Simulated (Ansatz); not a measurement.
Rh: geometry relaxation (part 2 of 2)

Continued. System: Rh (slab, 12 atoms in the cell). Method: DFT PBE, scalar-relativistic, plane waves, PAW, no spin polarisation (Ansatz 0.2.0); cutoff 420 eV, 4×4×1 k-mesh, Gaussian smearing of 0.1 eV. The structure derives from an entry of the Crystallography Open Database. The input holds or restrains some coordinates. It belongs to a series of runs on one base structure; here: clean slab, lower planes held.

Geometry of the input (Å; fractional positions):
```
5.4163  0.0000  0.0000
-2.7082  4.6907  0.0000
0.0000  0.0000  20.4224
Rh 0.3333  0.1667  0.3917
Rh 0.3333  0.6667  0.3917
Rh 0.8333  0.1667  0.3917
Rh 0.8333  0.6667  0.3917
Rh 0.6667  0.3333  0.5000
Rh 0.6667  0.8333  0.5000
Rh 0.1667  0.3333  0.5000
Rh 0.1667  0.8333  0.5000
Rh 0.0000  0.5000  0.6083
Rh 0.0000  0.0000  0.6083
Rh 0.5000  0.5000  0.6083
Rh 0.5000  0.0000  0.6083
```

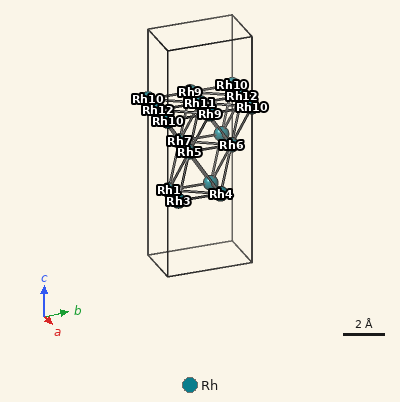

Figure 1. The geometry at step 3 of the log (ball-and-stick view of the cell of the calculation, with the vacuum cut short, seen slightly off an axis; atoms are numbered from 1 in the order of the input).

**Output, continued**
```
  k-point 0: bands = ["-75.2144", "-75.1415", "-75.1415", "-75.1415", "-74.7877", "-74.7826", "-74.7190", "-74.7190", "-74.7190", "-74.7182", "-74.7182", "-74.7182", "-43.3264", "-43.3264", "-43.3264", "-43.2881", "-43.2124", "-43.2124", "-43.2124", "-42.9550", "-42.9550", "-42.9550", "-42.9105", "-42.9105", "-42.9105", "-42.8533", "-42.8533", "-42.8533", "-42.7763", "-42.7763", "-42.5794", "-42.5627", "-42.5627", "-42.5627", "-42.5485", "-42.5485", "-42.5485", "-42.5077", "-42.5077", "-42.5077", "-42.4626", "-42.4611", "-42.4611", "-42.4611", "-42.4371", "-42.4371", "-42.4316", "-42.4316", "-3.4525", "-2.1312", "-2.1312", "-2.1312", "-2.1025", "-1.9405", "-1.8326", "-1.8326", "-1.8326", "-1.6136", "-1.6136", "-1.6136", "-1.1994", "-1.1994", "-1.1994", "-0.0436", "-0.0436", "-0.0436", "0.5484", "0.5484", "0.5484", "0.6993", "0.6993", "0.7733", "0.9731", "0.9731", "0.9869", "0.9869", "0.9869", "1.1669", "1.2946", "1.2946", "1.8911", "1.8911", "1.8911", "2.6310", "2.6310", "2.6310", "2.7127", "2.7127", "2.8760", "2.8760", "2.8760", "3.2739", "3.2739", "3.3976", "3.9215", "3.9215", "3.9215", "3.9436", "3.9436", "3.9436", "4.0777", "4.0777", "4.2454", "4.2454", "4.2454", "4.5624", "4.5624", "4.5624", "4.6433", "4.6433", "4.6433", "4.8259", "5.6454", "5.6454", "5.6454", "7.5473", "7.5473", "7.5473", "7.6938", "7.6938", "7.6938", "8.4962", "8.8750"]
  k-point 1: bands = ["-75.2038", "-75.1523", "-75.1415", "-75.1415", "-74.7777", "-74.7732", "-74.7291", "-74.7277", "-74.7190", "-74.7190", "-74.7181", "-74.7181", "-43.2846", "-43.2846", "-43.2695", "-43.2506", "-43.2081", "-43.1993", "-43.1993", "-42.9647", "-42.9647", "-42.9082", "-42.9082", "-42.8911", "-42.8804", "-42.8669", "-42.8308", "-42.8308", "-42.8130", "-42.7962", "-42.5999", "-42.5999", "-42.5935", "-42.5935", "-42.5576", "-42.5445", "-42.5315", "-42.5179", "-42.5078", "-42.5048", "-42.4969", "-42.4969", "-42.4677", "-42.4653", "-42.4653", "-42.4571", "-42.4557", "-42.4488", "-2.9409", "-1.9180", "-1.7443", "-1.7443", "-1.6885", "-1.6287", "-1.5195", "-1.5195", "-1.4485", "-1.4303", "-1.3409", "-1.3409", "-0.9604", "-0.7409", "-0.7409", "-0.0642", "-0.0642", "0.1294", "0.2379", "0.4547", "0.6858", "0.6935", "0.6935", "0.7115", "0.7810", "0.7810", "1.0551", "1.1017", "1.2193", "1.2277", "1.3167", "1.4932", "1.5515", "1.5515", "1.6826", "2.1639", "2.2253", "2.2253", "2.4220", "2.5661", "2.5661", "2.5785", "2.6017", "2.6190", "2.8994", "2.8994", "3.1349", "3.2289", "3.2962", "3.5123", "3.5123", "3.5901", "3.6582", "3.6582", "3.8650", "3.9113", "3.9683", "3.9683", "4.0329", "4.1021", "4.2746", "4.3505", "4.3505", "4.7362", "4.9949", "6.5289", "6.5395", "6.5395", "7.4274", "7.4274", "7.8560", "8.9204", "9.1653", "9.1653", "9.3774"]
  k-point 2: bands = ["-75.1781", "-75.1781", "-75.1416", "-75.1416", "-74.7534", "-74.7534", "-74.7505", "-74.7505", "-74.7190", "-74.7190", "-74.7181", "-74.7181", "-43.2294", "-43.2294", "-43.2250", "-43.2250", "-43.1864", "-43.1864", "-43.0637", "-43.0637", "-43.0272", "-43.0272", "-42.8576", "-42.8576", "-42.8439", "-42.8439", "-42.7896", "-42.7896", "-42.6982", "-42.6982", "-42.6779", "-42.6779", "-42.6590", "-42.6590", "-42.6465", "-42.6465", "-42.5193", "-42.5193", "-42.5002", "-42.5002", "-42.4903", "-42.4903", "-42.4791", "-42.4791", "-42.4781", "-42.4781", "-42.4674", "-42.4674", "-1.9370", "-1.9370", "-1.3151", "-1.3151", "-1.2677", "-1.2677", "-1.0435", "-1.0435", "-0.8650", "-0.8650", "-0.7507", "-0.7507", "-0.4239", "-0.4239", "-0.3814", "-0.3814", "0.0129", "0.0129", "0.1195", "0.1195", "0.3078", "0.3078", "0.7793", "0.7793", "1.0786", "1.0786", "1.1353", "1.1353", "1.2696", "1.2696", "1.3186", "1.3186", "1.4872", "1.4872", "1.5216", "1.5216", "1.5787", "1.5787", "1.6185", "1.6185", "2.0522", "2.0522", "2.3816", "2.3816", "2.4328", "2.4328", "2.6768", "2.6768", "2.7104", "2.7104", "2.8503", "2.8503", "3.2875", "3.2875", "3.3297", "3.3297", "3.6501", "3.6501", "3.9490", "3.9490", "4.1519", "4.1519", "4.3766", "4.3766", "6.2568", "6.2568", "6.8680", "6.8680", "7.7274", "7.7274", "8.6287", "8.6287", "9.7702", "9.7702", "10.1588"]
  k-point 3: bands = ["-75.1856", "-75.1598", "-75.1598", "-75.1340", "-74.7605", "-74.7572", "-74.7362", "-74.7362", "-74.7344", "-74.7344", "-74.7120", "-74.7113", "-43.2397", "-43.2309", "-43.2068", "-43.2068", "-43.1767", "-43.1674", "-43.1674", "-43.0892", "-42.9977", "-42.9150", "-42.9150", "-42.8577", "-42.8425", "-42.8080", "-42.8003", "-42.8003", "-42.7504", "-42.7504", "-42.7168", "-42.6938", "-42.6362", "-42.6206", "-42.5580", "-42.5580", "-42.5521", "-42.5521", "-42.5288", "-42.4985", "-42.4985", "-42.4931", "-42.4918", "-42.4828", "-42.4710", "-42.4710", "-42.4705", "-42.4620", "-2.0989", "-1.4194", "-1.4194", "-1.2900", "-1.2168", "-1.2168", "-1.0663", "-1.0523", "-1.0523", "-0.8913", "-0.8382", "-0.7308", "-0.6099", "-0.3287", "-0.3287", "-0.3193", "0.0075", "0.0075", "0.1415", "0.2321", "0.4073", "0.4276", "0.4276", "0.4392", "0.8320", "0.9596", "0.9739", "0.9739", "0.9908", "1.2039", "1.2226", "1.2226", "1.4360", "1.4360", "1.5001", "1.6087", "1.7438", "1.8103", "1.8546", "1.8546", "1.9161", "2.3156", "2.3797", "2.4038", "2.4038", "2.5262", "2.6128", "2.6128", "2.7944", "2.9711", "3.1240", "3.2418", "3.2418", "3.6471", "3.7096", "3.7667", "3.7667", "3.7783", "3.8940", "4.0040", "4.0040", "4.0832", "4.4431", "4.4431", "4.9515", "4.9515", "5.9019", "7.5201", "7.5201", "8.0864", "9.4216", "9.7535", "9.9028", "10.0961", "10.0961"]
--- Relaxed structure (4 steps of the walk, 4 accepted, 0 SCFs on fresh bases) ---
  F+E_penalty+E_count = -76828.20527149 eV   max|allowed force component| = 1.271e-2 eV/Å
  atoms:
    - { symbol: Rh, position: [0.3333333333333335, 0.16666666666666669, 0.39172628670000004] }
    - { symbol: Rh, position: [0.3333333333333335, 0.6666666666666669, 0.39172628670000004] }
    - { symbol: Rh, position: [0.8333333333333336, 0.16666666666666669, 0.39172628670000004] }
    - { symbol: Rh, position: [0.8333333333333336, 0.6666666666666667, 0.39172628670000004] }
    - { symbol: Rh, position: [0.6666666666666667, 0.3333333333333334, 0.497091269311657] }
    - { symbol: Rh, position: [0.6666666666666667, 0.8333333333333336, 0.497091269311657] }
    - { symbol: Rh, position: [0.16666666666666669, 0.3333333333333334, 0.497091269311657] }
    - { symbol: Rh, position: [0.16666666666666677, 0.8333333333333336, 0.497091269311657] }
    - { symbol: Rh, position: [2.7755575615628914e-17, 0.5000000000000001, 0.6024288175015474] }
    - { symbol: Rh, position: [-1.6311619697374594e-18, -1.6311619697324406e-18, 0.6024288175015474] }
    - { symbol: Rh, position: [0.5000000000000001, 0.5000000000000001, 0.6024288175015474] }
    - { symbol: Rh, position: [0.5000000000000001, -1.6311619702240672e-18, 0.6024288175015474] }
```

**Trajectory as extended XYZ (Å, eV, eV/Å), 4 frames, from step=1 to step=4**
```
12
Lattice="5.4163 0.0000 0.0000 -2.7082 4.6907 0.0000 0.0000 0.0000 20.4224" Properties=species:S:1:pos:R:3:forces:R:3 step=1 energy=-76828.09684
Rh    1.3541    0.7818    8.0000    0.0000   0.0000   0.4446
Rh    0.0000    3.1271    8.0000    0.0000   0.0000   0.4446
Rh    4.0623    0.7818    8.0000    0.0000   0.0000   0.4446
Rh    2.7082    3.1271    8.0000    0.0000   0.0000   0.4446
Rh    2.7082    1.5636   10.2112    0.0000   0.0000   0.0000
Rh    1.3541    3.9089   10.2112    0.0000   0.0000   0.0000
Rh    0.0000    1.5636   10.2112    0.0000   0.0000   0.0000
Rh   -1.3541    3.9089   10.2112    0.0000   0.0000   0.0000
Rh   -1.3541    2.3453   12.4224    0.0000   0.0000  -0.4445
Rh    0.0000    0.0000   12.4224    0.0000   0.0000  -0.4445
Rh    1.3541    2.3453   12.4224    0.0000   0.0000  -0.4445
Rh    2.7082    0.0000   12.4224    0.0000   0.0000  -0.4445
12
Lattice="5.4163 0.0000 0.0000 -2.7082 4.6907 0.0000 0.0000 0.0000 20.4224" Properties=species:S:1:pos:R:3:forces:R:3 step=2 energy=-76828.15436
Rh    1.3541    0.7818    8.0000    0.0000   0.0000  -0.3439
Rh    0.0000    3.1271    8.0000    0.0000   0.0000  -0.3439
Rh    4.0623    0.7818    8.0000    0.0000   0.0000  -0.3439
Rh    2.7082    3.1271    8.0000    0.0000   0.0000  -0.3439
Rh    2.7082    1.5636   10.1167    0.0000   0.0000  -0.0162
Rh    1.3541    3.9089   10.1167    0.0000   0.0000  -0.0162
Rh    0.0000    1.5636   10.1167    0.0000   0.0000  -0.0162
Rh   -1.3541    3.9089   10.1167    0.0000   0.0000  -0.0162
Rh   -1.3541    2.3453   12.2312    0.0000   0.0000   0.3603
Rh    0.0000    0.0000   12.2312    0.0000   0.0000   0.3603
Rh    1.3541    2.3453   12.2312    0.0000   0.0000   0.3603
Rh    2.7082    0.0000   12.2312    0.0000   0.0000   0.3603
12
Lattice="5.4163 0.0000 0.0000 -2.7082 4.6907 0.0000 0.0000 0.0000 20.4224" Properties=species:S:1:pos:R:3:forces:R:3 step=3 energy=-76828.20527
Rh    1.3541    0.7818    8.0000    0.0000   0.0000  -0.0092
Rh    0.0000    3.1271    8.0000    0.0000   0.0000  -0.0092
Rh    4.0623    0.7818    8.0000    0.0000   0.0000  -0.0092
Rh    2.7082    3.1271    8.0000    0.0000   0.0000  -0.0092
Rh    2.7082    1.5636   10.1518    0.0000   0.0000  -0.0039
Rh    1.3541    3.9089   10.1518    0.0000   0.0000  -0.0039
Rh    0.0000    1.5636   10.1518    0.0000   0.0000  -0.0039
Rh   -1.3541    3.9089   10.1518    0.0000   0.0000  -0.0039
Rh   -1.3541    2.3453   12.3031    0.0000   0.0000   0.0124
Rh    0.0000    0.0000   12.3031    0.0000   0.0000   0.0124
Rh    1.3541    2.3453   12.3031    0.0000   0.0000   0.0124
Rh    2.7082    0.0000   12.3031    0.0000   0.0000   0.0124
12
Lattice="5.4163 0.0000 0.0000 -2.7082 4.6907 0.0000 0.0000 0.0000 20.4224" Properties=species:S:1:pos:R:3:forces:R:3 step=4 energy=-76828.20527
Rh    1.3541    0.7818    8.0000    0.0000   0.0000  -0.0089
Rh    0.0000    3.1271    8.0000    0.0000   0.0000  -0.0089
Rh    4.0623    0.7818    8.0000    0.0000   0.0000  -0.0089
Rh    2.7082    3.1271    8.0000    0.0000   0.0000  -0.0089
Rh    2.7082    1.5636   10.1518    0.0000   0.0000  -0.0037
Rh    1.3541    3.9089   10.1518    0.0000   0.0000  -0.0037
Rh    0.0000    1.5636   10.1518    0.0000   0.0000  -0.0037
Rh   -1.3541    3.9089   10.1518    0.0000   0.0000  -0.0037
Rh   -1.3541    2.3453   12.3031    0.0000   0.0000   0.0127
Rh    0.0000    0.0000   12.3031    0.0000   0.0000   0.0127
Rh    1.3541    2.3453   12.3031    0.0000   0.0000   0.0127
Rh    2.7082    0.0000   12.3031    0.0000   0.0000   0.0127
```

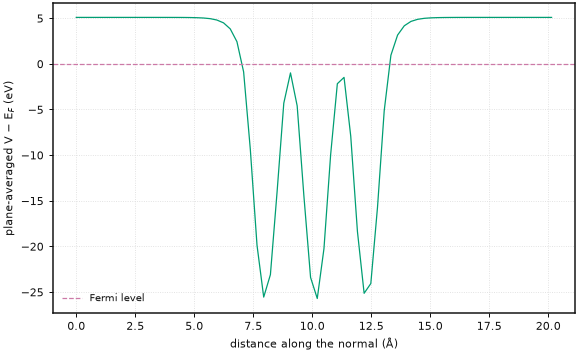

Figure 2. Plane average of the electrostatic potential energy of an electron across the cell, from the Fermi level. The vacuum level lies 5.09 eV above the Fermi level.

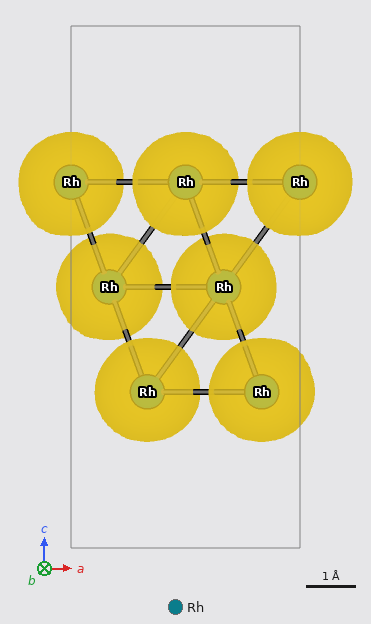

Figure 3. Isosurface of the valence electron density at 0.5 e/Å³ (yellow), seen along the b axis. Sticks mark near contacts. At this value the density breaks into separate islands; it holds about 85 % of the electrons treated as valence (semicore included). It is pinched off along the Rh–Rh (2.66 Å) and Rh–Rh (2.71 Å) contacts. On the grid the lowest density along these lines, outside the cores, is 0.39 e/Å³ (Rh–Rh, 2.66 Å) and 0.36 e/Å³ (Rh–Rh, 2.71 Å). Core electrons are frozen (PAW), so the fields are smoothed inside the atomic spheres.

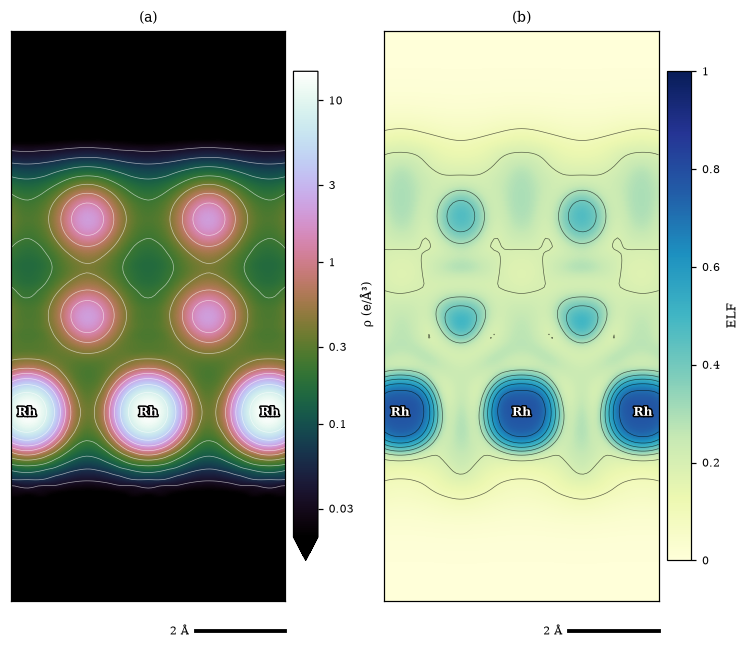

Figure 4. (a) valence charge density (pseudo); (b) electron localisation function on the (100) plane of the calculation cell, a cut from vacuum to vacuum. The section cuts through Rh sites. Rh–Rh (2.71 Å): the density is about 0.36 e/Å³ at the midpoint; the ELF is about 0.25 at the midpoint (no shared electron pair). The density dies away to nearly zero in the vacuum. The strong features right at Rh lie inside the PAW spheres (semicore, d or f shells) and say nothing about bonding.

**Results in brief**

```json
{"quantity": "outcome", "value": "converged under the restraints of the input"}
{"quantity": "electrons treated", "value": "204"}
{"quantity": "free energy", "value": "−76828.2053 eV"}
{"quantity": "work function, top face", "value": "5.09 eV"}
{"quantity": "work function, bottom face", "value": "5.09 eV"}
{"quantity": "Fermi energy", "value": "3.686 eV"}
{"quantity": "gap on the k-point mesh", "value": "none (metallic)"}
{"quantity": "final volume", "value": "518.86 Å³"}
{"quantity": "work function (upper face)", "value": "5.09 eV"}
{"quantity": "largest force (length of the vector) at the end, held atoms and coordinates included", "value": "0.013 eV/Å"}
{"quantity": "hardware", "value": "4 threads of Arm Neoverse V2, 24 GiB of memory available, shared host"}
{"quantity": "wall time", "value": "27 s (CPU time 82 s)"}
{"quantity": "peak memory", "value": "1.2 GiB"}
```
